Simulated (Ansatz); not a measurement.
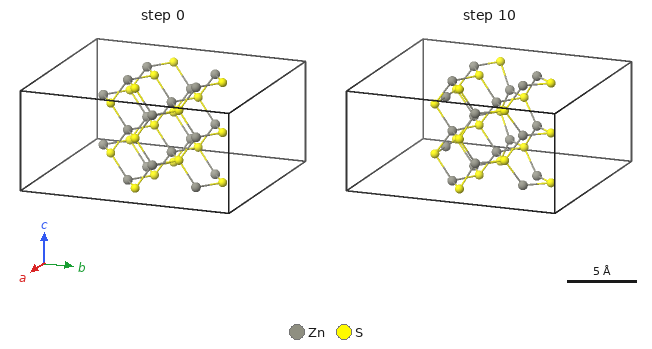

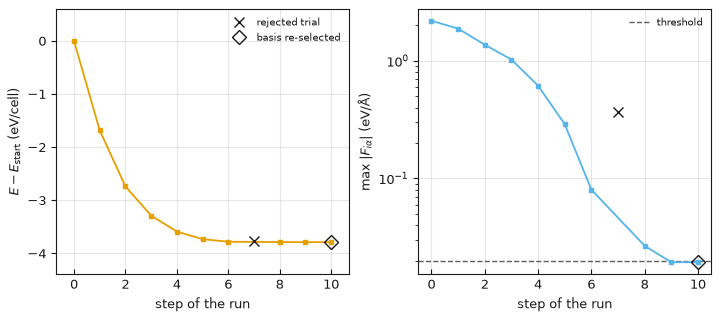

First and last geometry of a relaxation of a wire of composition ZnS, with the history of the run. Style: ball-and-stick. Shown: the 2 repeat of the cell, with the vacuum cut short (origin shifted), slightly off an axis.

Case: wire along [1 1 0], 16 atoms a period.

Method: DFT PBEsol, scalar-relativistic, plane waves, PAW (Ansatz 0.2.0).

Input
```yaml
crystal:
  lattice:
    - [16.6, 0.0, 0.0]
    - [0.0, 18.7, 0.0]
    - [0.0, 0.0, 3.7869388769]
  atoms:
    - { symbol: Zn, position: [0.5, 0.5357990663, 0.5], spin: 0.3 }
    - { symbol: Zn, position: [0.5, 0.2494065358, 0.5], spin: 0.3 }
    - { symbol: S, position: [0.5, 0.7505934642, 0.0], spin: 0.3 }
    - { symbol: S, position: [0.5, 0.4642009337, 0.0], spin: 0.3 }
    - { symbol: Zn, position: [0.614064424, 0.6789953315, 0.0], spin: 0.3 }
    - { symbol: Zn, position: [0.614064424, 0.3926028011, 0.0], spin: 0.3 }
    - { symbol: S, position: [0.385935576, 0.6073971989, 0.5], spin: 0.3 }
    - { symbol: S, position: [0.385935576, 0.3210046685, 0.5], spin: 0.3 }
    - { symbol: Zn, position: [0.385935576, 0.6789953315, 1.0], spin: 0.3 }
    - { symbol: Zn, position: [0.385935576, 0.3926028011, 1.0], spin: 0.3 }
    - { symbol: S, position: [0.614064424, 0.6073971989, 0.5], spin: 0.3 }
    - { symbol: S, position: [0.614064424, 0.3210046685, 0.5], spin: 0.3 }
    - { symbol: Zn, position: [0.271871152, 0.5357990663, 0.5], spin: 0.3 }
    - { symbol: Zn, position: [0.728128848, 0.5357990663, 0.5], spin: 0.3 }
    - { symbol: S, position: [0.271871152, 0.4642009337, 1.0], spin: 0.3 }
    - { symbol: S, position: [0.728128848, 0.4642009337, 0.0], spin: 0.3 }
basis:
  ecutwfc: 420
kpoints:
  mp_grid: { grid: [1, 1, 9] }
hamiltonian:
  xc: pbesol
scf:
  occupations: { method: gaussian, width: 0.05 }
  lower_state_search: "off"
output:
  forces: true
  stress: true
  eigenvalues: true
  populations: true
  write_density: true
  write_potential: true
  elf: true
  volumetric_format: npy
magnetization:
  spin_polarized: true
relax:
  adjacent_minimum: "off"
  f_tol: 0.02
  max_steps: 45
  cell: { fix: [a, b, alpha, beta, gamma], stress_tol: 0.03 }
```

Command:
```bash
ansatz run input.yaml --threads 4 --pin off --max-ram 11264MiB --backend cpu --events-out ev --progress --plain --runs-dir out
```

Read the history and describe the run.

It converged. Zn2 moves most relative to the centre of the atoms: 1.30 Å. By element the largest moves are Zn 1.30 Å, S 0.25 Å. Along the periodic axis the drawn cell goes c 7.574 → 7.553 Å (−0.3 %). Some distances before and after: Zn2–S12 2.319 → 2.130 Å, S4–Zn10 2.319 → 2.487 Å, S3–Zn5 2.319 → 2.160 Å, Zn13–S15 2.319 → 2.224 Å. Among the angles between lasting bonds that change: S8–Zn2–S12 109.5° → 179.4°, Zn5–S3–Zn9 109.5° → 79.5°, Zn2–S8–Zn10 109.5° → 90.1°. After 8 accepted moves (10 points after the start) the energy has fallen by 3.786 eV per cell of the calculation. The largest force component goes from 2.2 to 0.019 eV/Å. The line search rejected the trial step at point 7 of the run. The SCF was repeated once at an unchanged geometry on a basis and grid sized afresh for the cell, which shifted the energy by 0.3 meV per cell of the calculation at most. The program noted that the starting moments weren't kept. The run may lie on a higher electronic state than the lowest, so the end point isn't shown to be the ground-state structure. The run took 11 min on 4 threads of Intel(R) Xeon(R) Platinum 8259CL CPU @ 2.50GHz (Skylake/Cascade Lake) (shared host), peak memory 2.9 GiB.
